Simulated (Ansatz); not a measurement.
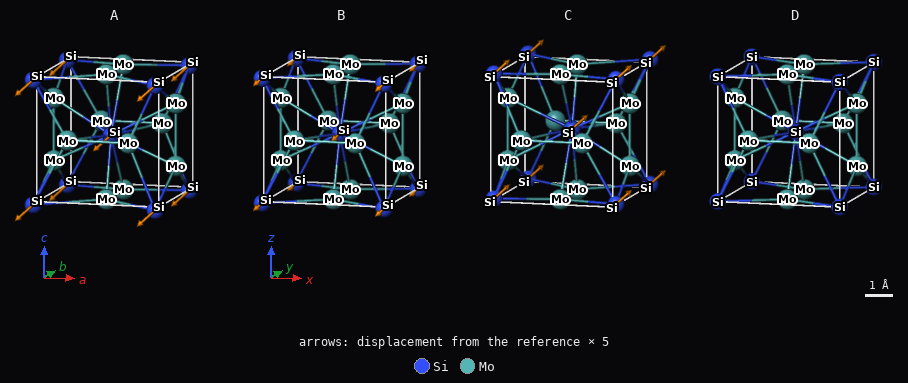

Energy scan for crystalline SiMo$_{3}$ (Pm-3n), in which the whole Si sublattice is shifted rigidly, along Cartesian [1 1 1], all else fixed. Style: ball-and-stick. Shown: the cell of the calculation, slightly off an axis. Orange arrows: displacements from the reference.

The calculation used DFT PBEsol, scalar-relativistic, plane waves, PAW (Ansatz). (plane-wave cutoff 420 eV; k-point mesh 8 × 8 × 8; occupations gaussian; smearing width 0.15 eV; no spin polarisation). Energies (free energies at the smearing named) are counted from the relaxed crystal.

> Order these geometries by energy, lowest first.

Lowest first: D (the displacement 0.00 Å, 0 meV/cell), B (the displacement −0.10 Å, 94 meV/cell), C (the displacement 0.175 Å, 290 meV/cell), A (the displacement −0.20 Å, 380 meV/cell). Over the whole scan: the lowest computed point lies at the displacement 0.00 Å (0 meV/cell). The curvature at zero is about 19 eV/Å² per cell. The well is symmetric. The distortion takes the space group from Pm-3n to R3c.
